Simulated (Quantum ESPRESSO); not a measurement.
**SiC: 7 runs along one coordinate**

System: SiC (4 atoms in the cell).
Method: Kohn-Sham DFT of a periodic cell, PBE, SSSP 1.3 efficiency PBE, no spin polarisation (Quantum ESPRESSO 7.5).

The 7 runs differ only in the geometry, by an even scaling of the cell at fixed fractional positions. The structure derives from an entry of the Crystallography Open Database.

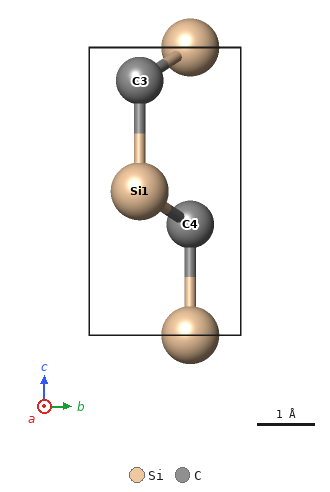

Figure 1. The structure of run 4 (ball-and-stick view of the cell of the calculation, along the a axis; atoms are numbered from 1 in the order of the input).

### Input of run 4
```
&CONTROL
  calculation = 'scf'
  prefix = 'pwscf'
  outdir = './tmp'
  pseudo_dir = './pseudo'
  tprnfor = .true.
  tstress = .true.
  disk_io = 'nowf'
/
&SYSTEM
  ibrav = 0
  nat = 4
  ntyp = 2
  ecutwfc = 55
  ecutrho = 440
  nbnd = 14
  occupations = 'smearing'
  smearing = 'fd'
  degauss = 0.00367493
/
&ELECTRONS
  conv_thr = 8d-10
  electron_maxstep = 120
  mixing_beta = 0.5
/
ATOMIC_SPECIES
Si    28.0850 Si.pbe-n-rrkjus_psl.1.0.0.UPF
C     12.0110 C.pbe-n-kjpaw_psl.1.0.0.UPF
CELL_PARAMETERS angstrom
   3.0760000000    0.0000000000    0.0000000000
  -1.5380000000    2.6638941420    0.0000000000
   0.0000000000    0.0000000000    5.0480000000
ATOMIC_POSITIONS crystal
Si     0.6666666667    0.3333333333    0.5000000000
Si     0.3333333333    0.6666666667    0.0000000000
C      0.6666666667    0.3333333333    0.8850000000
C      0.3333333333    0.6666666667    0.3850000000
K_POINTS automatic
10 10 5 0 0 0
```

Command:
```bash
OMP_NUM_THREADS=1 pw.x -in pw.in > pw.out
```

Run 6 differs from it as follows:
```diff
-   3.0760000000    0.0000000000    0.0000000000
-  -1.5380000000    2.6638941420    0.0000000000
-   0.0000000000    0.0000000000    5.0480000000
+   3.1164783262    0.0000000000    0.0000000000
+  -1.5582391631    2.6989494007    0.0000000000
+   0.0000000000    0.0000000000    5.1144286705
```

### Results, with one run withheld

| run | volume per atom (Å³) | free energy per atom, from the lowest run given (meV) | pressure (GPa) | gap on the mesh (eV) |
| --- | --- | --- | --- | --- |
| 1 | 9.721 | 47.07 | 19.84 | 2.37 |
| 2 | 9.927 | 25.18 | 14.00 | 2.41 |
| 3 | 10.134 | 10.47 | 8.71 | 2.45 |
| 4 | 10.341 | 2.27 | 3.90 | 2.48 |
| 5 | 10.548 | 0.00 | −0.46 | 2.51 |
| 6 | 10.755 | ? | ? | ? |
| 7 | 10.961 | 11.03 | −8.00 | 2.48 |

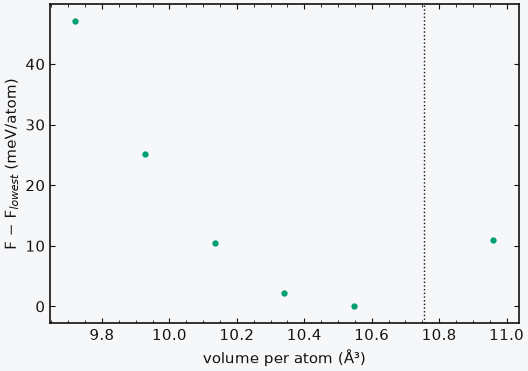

Figure 2. Free energy per atom of the runs given; the dotted line marks run 6.

Fit the runs given and predict run 6.

A cubic polynomial in V^(−2/3) (the Birch–Murnaghan form), fitted to the 6 runs given, misses them by at most 0.02 meV per atom. With x = V^(−2/3) − 0.21181 Å⁻², it reads F = 4.7894 + 2644.7 x + 3.6406e+05 x² + 57875 x³ (meV per atom). At run 6 it gives 3.11 meV per atom, and the run itself gives 3.08. The slope of the fit gives a pressure −dF/dV of −4.35 GPa there, and the run prints −4.41 GPa. The two needn't agree exactly: the fit is approximate, and the printed stress is taken on a finite basis. The fit has its minimum at 10.528 Å³ per atom, where V d²F/dV² gives 213 GPa. Cell shape and fractional positions are held, so this is the stiffness under even scaling; the relaxed bulk modulus wasn't computed. The gap on the mesh lies between 2.37 eV (run 1) and 2.52 eV (run 6); run 6 has 2.52 eV. These are gaps of this functional on this mesh, which can miss the band edges; they aren't the measured gap.

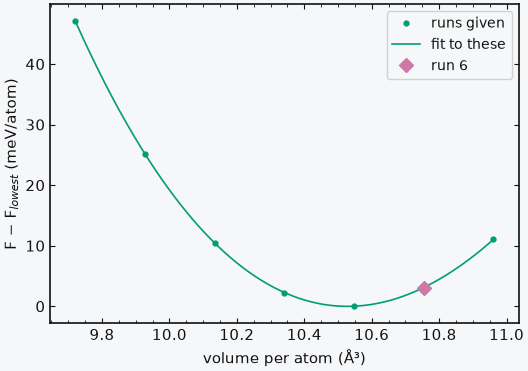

Figure 3. The fit and the withheld run.

### Some lines of the output (run 6)
```
[...]
     number of k points=    42  Fermi-Dirac smearing, width (Ry)=  0.0037
     total energy              =     -59.56554627 Ry
     total energy              =     -59.77748322 Ry
     total energy              =     -59.78112541 Ry
     total energy              =     -59.78165945 Ry
     total energy              =     -59.78212455 Ry
     total energy              =     -59.78213520 Ry
     total energy              =     -59.78213516 Ry
     total energy              =     -59.78213530 Ry
     the Fermi energy is    10.1984 ev
!    total energy              =     -59.78213530 Ry
     The total energy is F=E-TS. E is the sum of the following terms:
     Computing stress (Cartesian axis) and pressure
          total   stress  (Ry/bohr**3)                   (kbar)     P=      -44.12
```
